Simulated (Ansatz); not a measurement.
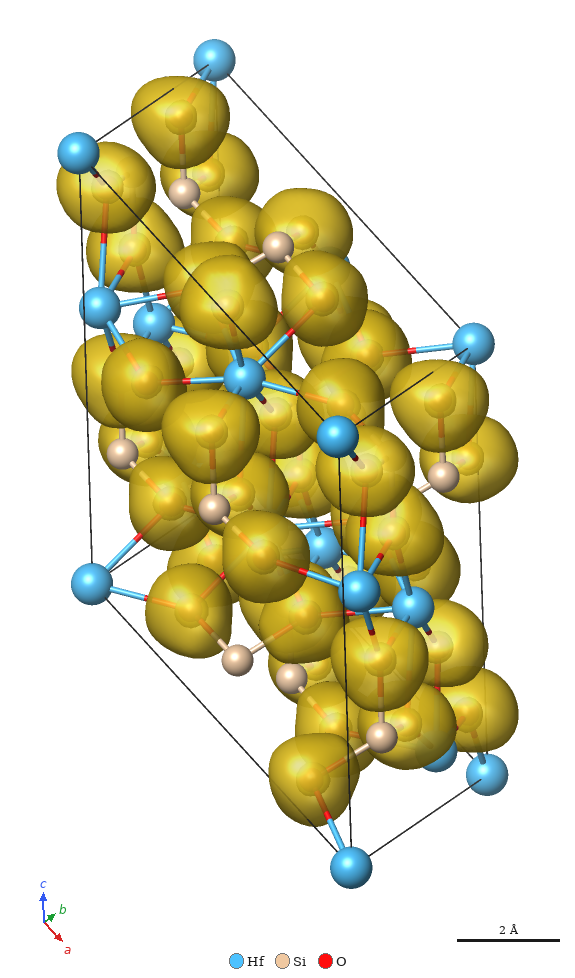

*Hf$_{8}$Si$_{7}$O$_{32}$ (cell charge −2, with a compensating background) (cell with a defect). Isosurface of the ELF at 0.65 (yellow), seen slightly off an axis. Only the valence region is drawn (cores and ρ < 0.01 e/Å³ removed). Sticks mark near contacts.*

Level of theory: DFT PBE, scalar-relativistic, plane waves, PAW (Ansatz).

In a PAW calculation such maps are meaningful between the atoms, not at the nuclei.

### Describe the localisation domains.

At this value the surface marks out 28 regions on O in which the atom's valence shell and bonds are merged and four regions wrapped around O (the valence shell of each), counted in one cell of 47 atoms. Any copies at cell faces, edges or corners count once. Along the contacts the grid gives the following. Si–O (1.63 Å): the ELF peaks at about 0.85 between the atoms. Hf–O (2.00 Å): the ELF peaks at about 0.80 in the valence shell of O, 0.6 Å from its nucleus, and drops to about 0.25 between the two atoms; no localised pair shows between them.

### Metal or insulator at this level of theory?

It is gapless in this calculation (a metal or semimetal).
